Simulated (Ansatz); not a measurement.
Ti$_{5}$H: geometry relaxation (part 3 of 3)

The same run, continued: Ti$_{5}$H (slab, 6 atoms in the cell); DFT PBE, scalar-relativistic, plane waves, PAW, PAW set soft_1, no spin polarisation (Ansatz 0.2.0); cutoff 420 eV, 9×9×1 k-mesh, Gaussian smearing of 0.1 eV. The structure derives from an entry of the Crystallography Open Database. The input holds or restrains some coordinates. Forces given for the steps count only the free coordinates.

Geometry of the input (Å; fractional positions):
```
2.9382  0.0000  0.0000
-1.4691  2.5445  0.0000
0.0000  0.0000  24.7117
Ti 0.6667  0.3333  0.1619
Ti 0.3333  0.6667  0.2560
Ti 0.6667  0.3333  0.3507
Ti 0.3333  0.6667  0.4476
Ti 0.6667  0.3333  0.5346
H  1.3333  1.0000  0.5839
```

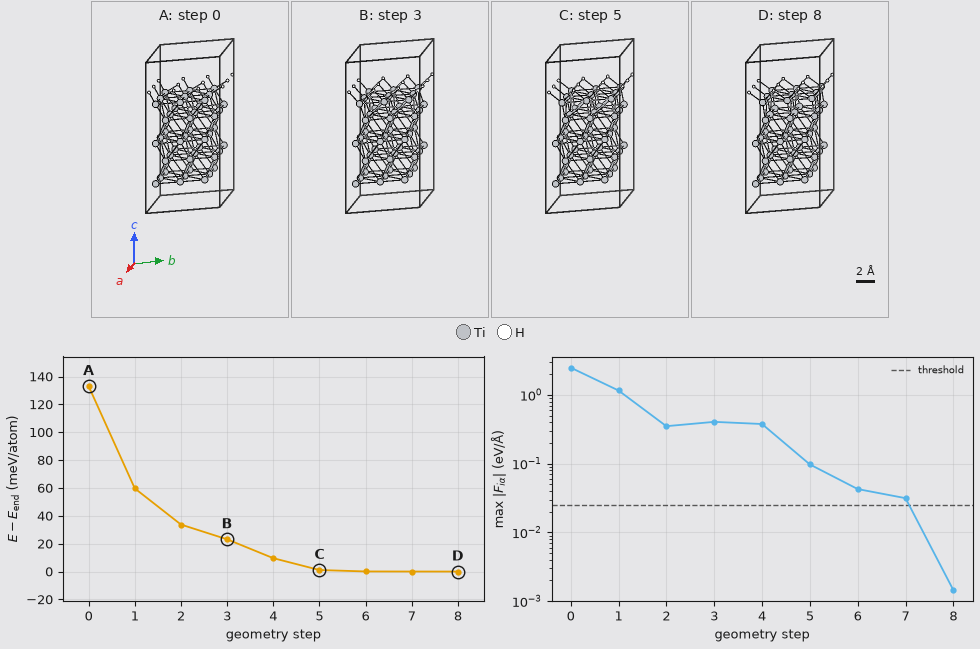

**Figure 1.** Frames of the restrained relaxation (ball-and-stick view of the 3 × 3 repeat of the cell, with the vacuum cut short, seen slightly off an axis) above the curves, on which the letters mark them (the first geometry is step 0 here and step 1 in the log).

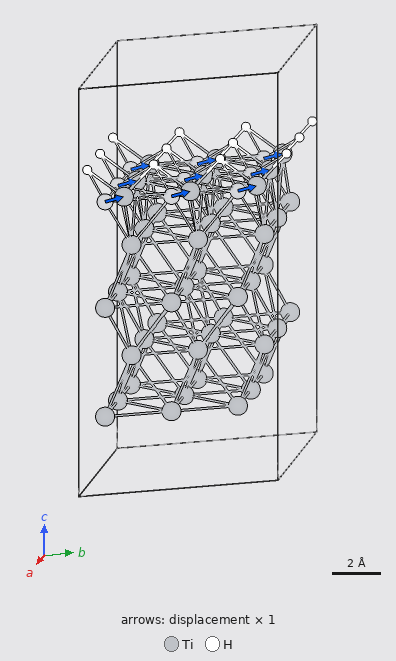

**Figure 2.** Start (faint) and end (solid) with the displacements as blue arrows, at true length (ball-and-stick view of the 3 × 3 repeat of the cell, with the vacuum cut short, seen slightly off an axis). The largest move is that of Ti5, 0.82 Å. H stays in place. The cell stays as it was. Among the contacts that change: Ti5–H6 2.863 → 2.172 Å, Ti4–Ti5 2.740 → 3.389 Å. New bonds form: Ti5–H6 (2.86 → 2.17 Å). Among the angles that change: Ti5–H6–Ti5 96.9° → 100.7°. Over 8 geometry steps the energy falls by 133 meV per atom. Largest force component: 2.5 eV/Å at the start, 0.0014 eV/Å at the end. (Atoms are counted from 1 in the order of the input.)

```
SCF converged after 5 iterations
Free energy (F): -12513.209987 eV
Harris-Foulkes:  -12513.209987 eV  (|F-HF|=1.26e-8)
Internal energy: -12513.155611 eV  (E = F + TS)
E sigma→0 (E₀):  -12513.182799 eV
Entropy (-TS):   -0.054375 eV (-9.063 meV/atom)
Fermi energy:    3.994767 eV
Dipole field:    D = -0.010819 V/Å  (p = -0.011046 e·Å, saw-weighted, corrected)
Work function:   Φ+ = 4.6956 eV   Φ− = 4.4282 eV
Levels:          The Fermi level and band energies are counted from a zero that moves with the ramp; work functions are not
--- Per-component energies (eV) ---
  E_band       = -1347.671466
  E_kinetic    = 1415.560446
  E_local      = -55227.066364  (includes V_loc(G=0)·N_el)
  E_nonlocal   = 303.385164
  E_hartree    = 26883.048110
  E_xc         = -587.429554
  E_vxc        = -735.687031  (∫ρ·V_xc dr)
  E_paw        = -5211.192401  (= ΣΔE_a)
  E_vpaw       = -869.671360  (= ΣTr[D̂ρ^β])
  E_aug_tail   = -0.001374  (compensation charges beyond the density's cutoff)
  E_efield     = 0.000060  (sawtooth field / dipole correction)
  E_vefield    = -0.285155  (∫n·V_field dr)
  E_ewald      = 19910.540302
  E_smearing   = -0.054375  (= −TS)
  E_closure    = -0.000000  (closes the sum)
  Σ components = -12513.209987   (vs F -12513.209987, Δ=0.00e0)
--- Forces (eV/Å), atoms counted from 1 ---
  atom   1  Ti     0.00179515    -0.00848386     0.51916688
  atom   2  Ti     0.00767451     0.00870554    -0.51261216
  atom   3  Ti    -0.00959581     0.04446705     0.21927059
  atom   4  Ti    -0.40303701     0.16131161    -0.22514951
  atom   5  Ti     0.00055198     0.00092126    -0.00144899
  atom   6  H      0.40260164    -0.20693452     0.00077139
  max |Σ_I F_I| component: 1.29e-5 eV/Å
--- Band table (eV; the first three rows and the last of 41) ---
  k-point 0: bands = ["-52.9241", "-52.7488", "-52.7279", "-52.6645", "-52.5265", "-29.3671", "-29.2577", "-29.0995", "-28.8958", "-28.8941", "-28.8272", "-28.7278", "-28.7147", "-28.7120", "-28.7083", "-28.6670", "-28.6631", "-28.6244", "-28.5534", "-28.5019", "-2.5014", "-1.7045", "-0.7575", "0.3632", "1.1856", "2.8757", "3.8689", "4.0860", "4.2047", "4.5044", "4.6799", "4.7257", "4.7324", "4.7758", "4.7803", "4.8580", "5.0155"]
  k-point 1: bands = ["-52.9153", "-52.7400", "-52.7181", "-52.6579", "-52.5188", "-29.3502", "-29.2459", "-29.0975", "-28.9519", "-28.9085", "-28.8379", "-28.7759", "-28.7534", "-28.7327", "-28.7279", "-28.7149", "-28.6768", "-28.6232", "-28.6020", "-28.5136", "-2.2168", "-1.3812", "-0.4632", "0.6349", "1.4574", "2.8636", "3.7491", "3.9460", "4.0644", "4.2340", "4.4050", "4.6168", "4.6686", "4.9180", "4.9286", "4.9837", "5.0415"]
  k-point 2: bands = ["-52.8929", "-52.7177", "-52.6927", "-52.6416", "-52.4994", "-29.3100", "-29.2163", "-29.1267", "-29.0593", "-28.9421", "-28.9276", "-28.9181", "-28.8477", "-28.7949", "-28.7679", "-28.7613", "-28.7160", "-28.7031", "-28.6262", "-28.5411", "-1.4780", "-0.4952", "0.3028", "1.2668", "2.0535", "2.6991", "3.2875", "3.4886", "3.7848", "3.9132", "4.0374", "4.4061", "4.5041", "4.7602", "4.8947", "5.1858", "5.3802"]
  k-point 40: bands = ["-52.8544", "-52.6747", "-52.6454", "-52.6172", "-52.4706", "-29.3194", "-29.2680", "-29.2102", "-29.1379", "-29.1072", "-29.0825", "-29.0247", "-28.9542", "-28.8703", "-28.8556", "-28.8332", "-28.7896", "-28.7646", "-28.6708", "-28.6251", "-0.2549", "1.3651", "1.6235", "1.9885", "2.3315", "2.5985", "2.9215", "3.1306", "3.2987", "3.5643", "4.0034", "4.1676", "4.4904", "4.6885", "4.7913", "4.9221", "5.4055"]
--- Relaxed structure (9 steps of the walk, 9 accepted, 0 SCFs on fresh bases) ---
  F+E_penalty+E_count = -12513.20998683 eV   max|allowed force component| = 1.449e-3 eV/Å
  atoms:
    - { symbol: Ti, position: [0.6666666666999999, 0.3333333333, 0.1618666015] }
    - { symbol: Ti, position: [0.3333333333, 0.6666666667, 0.2559609806] }
    - { symbol: Ti, position: [0.6666666666999999, 0.3333333333, 0.3506708119] }
    - { symbol: Ti, position: [0.3333333333, 0.6666666667, 0.4475655916] }
    - { symbol: Ti, position: [0.7084243337519651, 0.6252959040434577, 0.5419609137156518] }
    - { symbol: H, position: [1.3333333333, 1.0, 0.5839362651761915] }
```

### Trajectory as extended XYZ (Å, eV, eV/Å), 9 frames, from step=1 to step=9
```
6
Lattice="2.9382 0.0000 0.0000 -1.4691 2.5445 0.0000 0.0000 0.0000 24.7117" Properties=species:S:1:pos:R:3:forces:R:3 step=1 energy=-12512.41144
Ti    1.4691    0.8482    4.0000    0.0002   0.0000   0.5400
Ti    0.0000    1.6963    6.3252    0.0031  -0.0031  -0.5371
Ti    1.4691    0.8482    8.6657    0.0019   0.0130   0.0675
Ti    0.0000    1.6963   11.0601   -0.0189  -0.0767  -0.5288
Ti    1.4691    0.8482   13.2117    1.5020   2.4908  -1.5401
H     2.4485    2.5445   14.4303   -1.4883  -2.4239   1.9984
6
Lattice="2.9382 0.0000 0.0000 -1.4691 2.5445 0.0000 0.0000 0.0000 24.7117" Properties=species:S:1:pos:R:3:forces:R:3 step=2 energy=-12512.85185
Ti    1.4691    0.8482    4.0000   -0.0010  -0.0026   0.5384
Ti    0.0000    1.6963    6.3252    0.0057   0.0039  -0.5381
Ti    1.4691    0.8482    8.6657    0.0066   0.0276   0.0749
Ti    0.0000    1.6963   11.0601    0.1727   0.1338  -0.3734
Ti    1.5718    1.0115   13.2375    0.6727   1.1584  -0.1629
H     2.4485    2.5445   14.4779   -0.8576  -1.3227   0.4633
6
Lattice="2.9382 0.0000 0.0000 -1.4691 2.5445 0.0000 0.0000 0.0000 24.7117" Properties=species:S:1:pos:R:3:forces:R:3 step=3 energy=-12513.00748
Ti    1.4691    0.8482    4.0000   -0.0048  -0.0038   0.5326
Ti    0.0000    1.6963    6.3252    0.0115   0.0047  -0.5405
Ti    1.4691    0.8482    8.6657   -0.0064   0.0368   0.1245
Ti    0.0000    1.6963   11.0601    0.3714   0.2191  -0.2389
Ti    1.6575    1.1802   13.2953   -0.0014   0.3505   0.0444
H     2.4485    2.5445   14.4716   -0.3703  -0.6073   0.0775
6
Lattice="2.9382 0.0000 0.0000 -1.4691 2.5445 0.0000 0.0000 0.0000 24.7117" Properties=species:S:1:pos:R:3:forces:R:3 step=4 energy=-12513.07113
Ti    1.4691    0.8482    4.0000   -0.0070  -0.0044   0.5251
Ti    0.0000    1.6963    6.3252    0.0184   0.0031  -0.5250
Ti    1.4691    0.8482    8.6657   -0.0327   0.0446   0.1066
Ti    0.0000    1.6963   11.0601    0.2904   0.1946  -0.2138
Ti    1.5563    1.3163   13.3168   -0.4052   0.1867   0.1196
H     2.4485    2.5445   14.4728    0.1360  -0.4244  -0.0122
6
Lattice="2.9382 0.0000 0.0000 -1.4691 2.5445 0.0000 0.0000 0.0000 24.7117" Properties=species:S:1:pos:R:3:forces:R:3 step=5 energy=-12513.15233
Ti    1.4691    0.8482    4.0000   -0.0020  -0.0084   0.5233
Ti    0.0000    1.6963    6.3252    0.0099   0.0079  -0.5142
Ti    1.4691    0.8482    8.6657   -0.0281   0.0424   0.1135
Ti    0.0000    1.6963   11.0601    0.0057   0.1997  -0.1435
Ti    1.4065    1.4383   13.3433   -0.3770   0.0810   0.0509
H     2.4485    2.5445   14.4658    0.3923  -0.3231  -0.0292
6
Lattice="2.9382 0.0000 0.0000 -1.4691 2.5445 0.0000 0.0000 0.0000 24.7117" Properties=species:S:1:pos:R:3:forces:R:3 step=6 energy=-12513.20336
Ti    1.4691    0.8482    4.0000    0.0013  -0.0093   0.5194
Ti    0.0000    1.6963    6.3252    0.0063   0.0091  -0.5098
Ti    1.4691    0.8482    8.6657   -0.0142   0.0447   0.1672
Ti    0.0000    1.6963   11.0601   -0.3080   0.1924  -0.1938
Ti    1.2373    1.5364   13.3661   -0.0974   0.0669   0.0585
H     2.4485    2.5445   14.4408    0.4137  -0.3042  -0.0407
6
Lattice="2.9382 0.0000 0.0000 -1.4691 2.5445 0.0000 0.0000 0.0000 24.7117" Properties=species:S:1:pos:R:3:forces:R:3 step=7 energy=-12513.20951
Ti    1.4691    0.8482    4.0000    0.0018  -0.0082   0.5199
Ti    0.0000    1.6963    6.3252    0.0078   0.0086  -0.5151
Ti    1.4691    0.8482    8.6657   -0.0092   0.0438   0.2323
Ti    0.0000    1.6963   11.0601   -0.4071   0.1531  -0.2128
Ti    1.1521    1.5993   13.4039    0.0225  -0.0142   0.0184
H     2.4485    2.5445   14.4486    0.3843  -0.1831  -0.0427
6
Lattice="2.9382 0.0000 0.0000 -1.4691 2.5445 0.0000 0.0000 0.0000 24.7117" Properties=species:S:1:pos:R:3:forces:R:3 step=8 energy=-12513.20984
Ti    1.4691    0.8482    4.0000    0.0018  -0.0084   0.5193
Ti    0.0000    1.6963    6.3252    0.0078   0.0086  -0.5126
Ti    1.4691    0.8482    8.6657   -0.0094   0.0444   0.2192
Ti    0.0000    1.6963   11.0601   -0.4018   0.1604  -0.2246
Ti    1.1637    1.5941   13.3933   -0.0166  -0.0107  -0.0315
H     2.4485    2.5445   14.4227    0.4182  -0.1943   0.0303
6
Lattice="2.9382 0.0000 0.0000 -1.4691 2.5445 0.0000 0.0000 0.0000 24.7117" Properties=species:S:1:pos:R:3:forces:R:3 step=9 energy=-12513.20999
Ti    1.4691    0.8482    4.0000    0.0018  -0.0085   0.5192
Ti    0.0000    1.6963    6.3252    0.0077   0.0087  -0.5126
Ti    1.4691    0.8482    8.6657   -0.0096   0.0445   0.2193
Ti    0.0000    1.6963   11.0601   -0.4030   0.1613  -0.2251
Ti    1.1629    1.5911   13.3928    0.0006   0.0009  -0.0014
H     2.4485    2.5445   14.4301    0.4026  -0.2069   0.0008
```

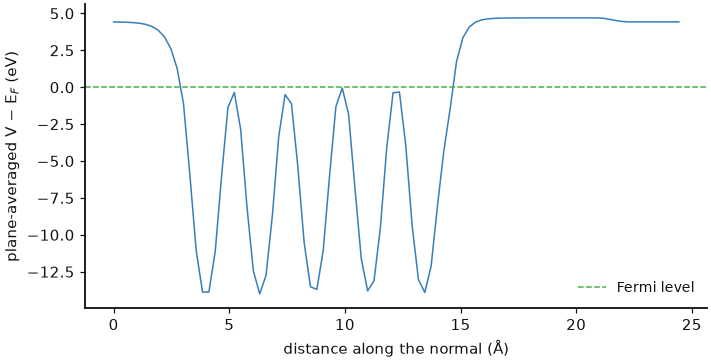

**Figure 3.** Plane average of the electrostatic potential energy of an electron across the cell, from the Fermi level. The vacuum level lies 4.70 eV above the Fermi level on the upper side and 4.43 eV on the lower.
